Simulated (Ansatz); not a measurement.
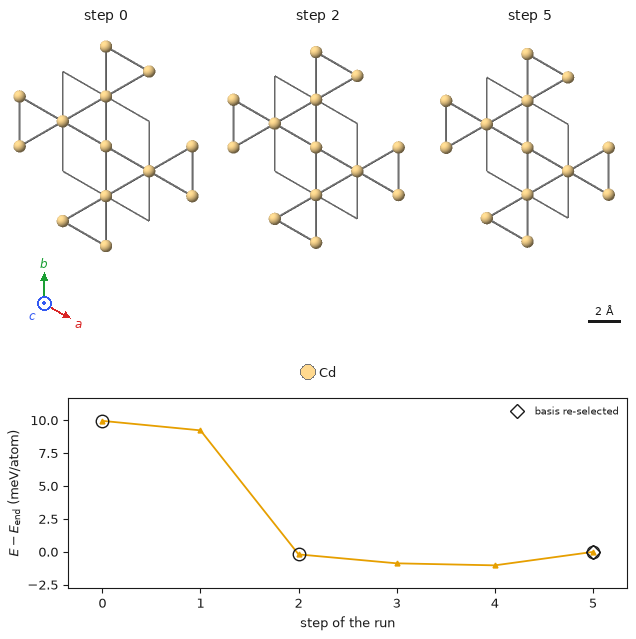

Frames of a relaxation of a free-standing layer of Cd (a generated structure, set up in P6/mmm), marked on the history of the run. A ball-and-stick model of the cell of the calculation, outlined in the plane, without the vacuum, seen along the c axis.

These are results of Ansatz, DFT PBE, scalar-relativistic, plane waves, PAW, not measurements. (plane-wave cutoff 420 eV; k-point mesh 12 × 12 × 1; occupations gaussian; smearing width 0.1 eV; no spin polarisation; cell and atoms relaxed; force threshold 0.01 eV/Å; at most 80 steps)

> Describe the path.

The atoms keep their places relative to the cell and the layer's centre (all moves are under 0.005 Å). In the plane the drawn cell goes a 6.279 → 5.906 Å (−5.9 %), b 6.279 → 5.906 Å (−5.9 %). Some distances before and after: Cd–Cd 3.139 → 2.953 Å. The energy falls by 10.0 meV per atom in 4 accepted moves (5 points after the start). All forces vanish by symmetry, so only the cell relaxes. The SCF was repeated once at an unchanged geometry on a basis and grid sized afresh for the cell, which shifted the energy by 1.0 meV per atom at most. From step 0 to 2: energy −10.1 meV per atom. From step 2 to 5: energy +0.2 meV per atom.
